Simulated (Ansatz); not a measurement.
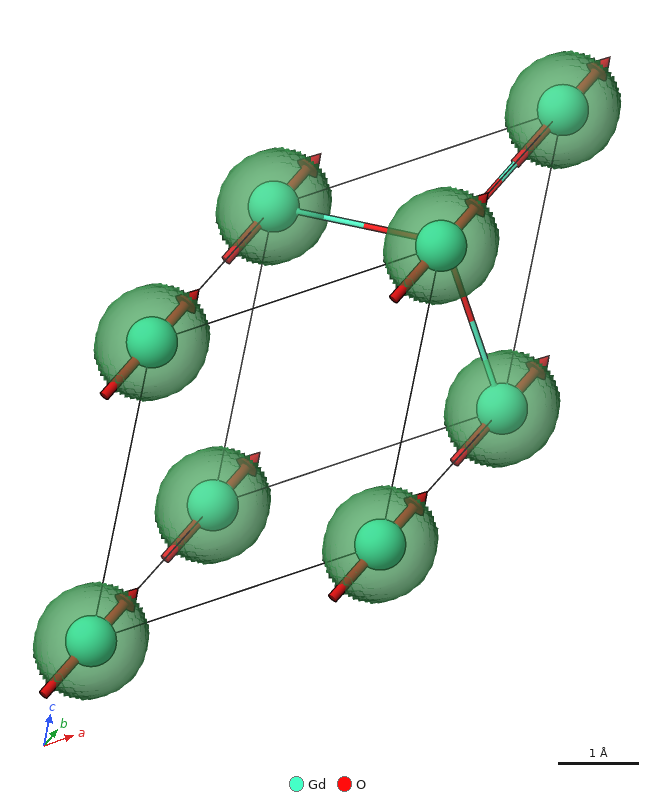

GdO. Isosurface of the size of the magnetisation density at 1 e/Å³ (green), with the spin moments of the magnetic sites as arrows; seen at an oblique angle.

Space group F-43m; computed pressure about −5 GPa in this cell.

Level of theory: Ansatz, Kohn-Sham DFT of a periodic cell, PBEsol, spin-orbit coupling, Ansatz PAW.

Core electrons are frozen (PAW), and the valence fields are smoothed inside the atomic spheres.

> How are the spin moments arranged, and how large are they?

Spin moments: Gd 6.7 μB. There is one magnetic site in the cell, along [1 1 1] of the cell.
